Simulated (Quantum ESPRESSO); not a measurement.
# LiF (Griceite): from strain to phonon shift

How far does biaxial strain in the (001) plane shift the zone-centre optical mode of LiF (Griceite)?

Calculated with Quantum ESPRESSO 7.5; DFT LDA, scalar-relativistic, plane waves, PseudoDojo norm-conserving pseudopotentials.

### 1. The relaxed structure

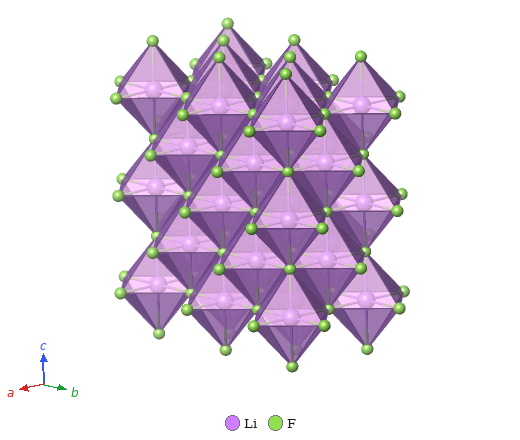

The starting structure, seen from a free direction (lithium purple, fluorine green). 1×2×2 cells are drawn. This picture shows the conventional cell, with its axes. Some periodic images of atoms are drawn too.

Structure file:

```cif
data_structure
_symmetry_space_group_name_H-M 'Fm-3m'
_symmetry_Int_Tables_number 225
_cell_length_a 3.9049
_cell_length_b 3.9049
_cell_length_c 3.9049
_cell_angle_alpha 90.000
_cell_angle_beta 90.000
_cell_angle_gamma 90.000
_cell_volume 59.54
loop_
_atom_site_label
_atom_site_type_symbol
_atom_site_symmetry_multiplicity
_atom_site_Wyckoff_symbol
_atom_site_fract_x
_atom_site_fract_y
_atom_site_fract_z
_atom_site_occupancy
Li1 Li 4 a 0.00000 0.00000 0.00000 1
F1 F 4 b 0.00000 0.50000 0.00000 1
```

This is the cell after its relaxation at this level of theory, not the database cell from which that began.

### 2. Uniaxial strain

The relaxed cell is stretched along z alone. This keeps all atoms on sites fixed by symmetry and splits the threefold mode into a singlet, polarised along z, and a doublet. The macroscopic field is left out, so these are transverse modes. Cutoff 92 Ry, k mesh 12×12×12.

From the response at ε_zz = 0.005:

What it wrote:

```text
[banners, grids, parts of the stress and lines that vanish by symmetry left out]
Program PHONON v.7.5
     Reading xml data from directory:

[...]
Exchange-correlation= PW
                           (   1   4   0   0   0   0   0)
[...]
kinetic-energy cut-off    =      92.0000  Ry
     charge density cut-off    =     368.0000  Ry
     convergence threshold     =      1.0E-18
[...]
Exchange-correlation= PW
                           (   1   4   0   0   0   0   0)
[...]
q = (   0.0000000   0.0000000   0.0000000 )
     17 Sym.Ops. (with q -> -q+G )
     G cutoff =  255.0648  (  12039 G-vectors)     FFT grid: ( 32, 32, 32)
     number of k points=   163
[...]
Mode symmetry, D_4h(4/mmm) point group:
[...]
Representation #   1 mode #   1
[...]
End of self-consistent calculation
     Convergence has been achieved
     Representation #   2 mode #   2
[...]
End of self-consistent calculation
     Convergence has been achieved
     Representation #   3 modes #   3   4
[...]
End of self-consistent calculation
     Convergence has been achieved
     Representation #   4 modes #   5   6
[...]
End of self-consistent calculation
     Convergence has been achieved
[...]
q = (    0.000000000   0.000000000   0.000000000 )
[...]
freq (    1) =       0.046058 [THz] =       1.536341 [cm-1]
     freq (    2) =       0.046058 [THz] =       1.536341 [cm-1]
     freq (    3) =       0.048267 [THz] =       1.610015 [cm-1]
     freq (    4) =       9.812503 [THz] =     327.309869 [cm-1]
     freq (    5) =      10.310915 [THz] =     343.935103 [cm-1]
     freq (    6) =      10.310915 [THz] =     343.935103 [cm-1]
[...]
Mode symmetry, D_4h(4/mmm) point group:
     freq (   1-   2) =          1.5  [cm-1]   --> E_u  X_5' M_5'  I
     freq (   3-   3) =          1.6  [cm-1]   --> A_2u X_4' M_4'  I
     freq (   4-   4) =        327.3  [cm-1]   --> A_2u X_4' M_4'  I
     freq (   5-   6) =        343.9  [cm-1]   --> E_u  X_5' M_5'  I

   JOB DONE.
```

| ε_zz | singlet (cm⁻¹) | doublet (cm⁻¹) | σ_zz (GPa) | σ_xx (GPa) |
| --- | --- | --- | --- | --- |
| -0.01 | 374.54 | 340.41 | -1.690 | -0.509 |
| -0.005 | 358.60 | 341.70 | -0.814 | -0.246 |
| 0 | 342.88 | 342.88 | 0.010 | 0.010 |
| 0.005 | 327.31 | 343.94 | 0.785 | 0.261 |

Stress is counted positive in tension.

### 3. The fit

To first order ω² − ω₀² = p ε_zz + q (ε_xx + ε_yy) for the mode along z, and likewise for x and y. With ε_zz alone the singlet gives p and the doublet q.

The linear terms of parabolas through ω² are p = -18.26 ω₀² and q = 1.31 ω₀², with ω₀ = 342.9 cm⁻¹. Those of the stresses are C11 = 160 GPa and C12 = 51 GPa. Under hydrostatic strain p and q imply γ = −(p + 2q)/(6 ω₀²) = 2.61.

A layer held to an in-plane strain ε and free along z takes ε_zz = −2 (C12/C11) ε = -0.634 ε. To first order the singlet then shifts by (q − p C12/C11) ε / ω₀ = 2433 ε cm⁻¹. For ε = 0.004, ε_zz = -0.00254, the formulas for ω² predict 352.49 cm⁻¹ for the singlet and 330.46 cm⁻¹ for the doublet.

### 4. A biaxially strained cell

This run was no part of the fit.

What it wrote:

```text
[banners, grids, parts of the stress and lines that vanish by symmetry left out]
[banner, memory and clock lines left out]
Program PHONON v.7.5

[...]
Exchange-correlation= PW
                           (   1   4   0   0   0   0   0)
[...]
kinetic-energy cut-off    =      92.0000  Ry
     charge density cut-off    =     368.0000  Ry
     convergence threshold     =      1.0E-18
[...]
Exchange-correlation= PW
                           (   1   4   0   0   0   0   0)
[...]
q = (   0.0000000   0.0000000   0.0000000 )
     17 Sym.Ops. (with q -> -q+G )
     G cutoff =  254.1661  (  12023 G-vectors)     FFT grid: ( 32, 32, 32)
     number of k points=   163
[...]
Mode symmetry, D_4h(4/mmm) point group:
[...]
Representation #   1 mode #   1
[...]
End of self-consistent calculation
     Convergence has been achieved
     Representation #   2 mode #   2
[...]
End of self-consistent calculation
     Convergence has been achieved
     Representation #   3 modes #   3   4
[...]
End of self-consistent calculation
     Convergence has been achieved
     Representation #   4 modes #   5   6
[...]
End of self-consistent calculation
     Convergence has been achieved
[...]
q = (    0.000000000   0.000000000   0.000000000 )
[...]
freq (    1) =       0.044530 [THz] =       1.485354 [cm-1]
     freq (    2) =       0.044530 [THz] =       1.485354 [cm-1]
     freq (    3) =       0.046771 [THz] =       1.560096 [cm-1]
     freq (    4) =       9.914041 [THz] =     330.696795 [cm-1]
     freq (    5) =       9.914041 [THz] =     330.696795 [cm-1]
     freq (    6) =      10.568521 [THz] =     352.527899 [cm-1]
[...]
Mode symmetry, D_4h(4/mmm) point group:
     freq (   1-   2) =          1.5  [cm-1]   --> E_u  X_5' M_5'  I
     freq (   3-   3) =          1.6  [cm-1]   --> A_2u X_4' M_4'  I
     freq (   4-   5) =        330.7  [cm-1]   --> E_u  X_5' M_5'  I
     freq (   6-   6) =        352.5  [cm-1]   --> A_2u X_4' M_4'  I
```

| mode | predicted (cm⁻¹) | run (cm⁻¹) |
| --- | --- | --- |
| singlet | 352.49 | 352.53 |
| doublet | 330.46 | 330.70 |

The stress along z is 0.006 GPa and that in the plane 0.704 GPa; the unstrained cell carries 0.010 GPa.

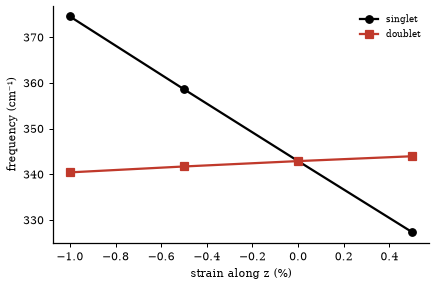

The two components under uniaxial strain.

### 5. Summary of results

```json
{"p (in units of the squared frequency)": "-18.26", "q (same units)": "1.306", "shift of the singlet per unit of biaxial strain": "2433 cm⁻¹", "C11 and C12": "160 and 51 GPa"}
```

**Reading.** To first order, one per cent of tensile biaxial strain moves the singlet of LiF (Griceite) by 24.3 cm⁻¹ and the doublet by -30.5 cm⁻¹; the formulas miss the test run by up to 0.24 cm⁻¹. In the rock-salt structure this mode is infrared active and has no first-order Raman line. The third potential, r, needs shear strain, which was not run. Runs of the series that gave no result are left out: uni0.01-ph (refused). These are harmonic values at zero temperature.

[Host names and launcher messages were left out of these logs when they were recorded.]

[Logs are printed without paths, hosts, clocks, repeated set-up lines and the standing remarks that a program may print on its own settings, such as how far it seeks lower states.]

[Hosts, paths, dates, database ids (printed as entryN), source tags and the programs' standing remarks are cut or masked in the printed files.]
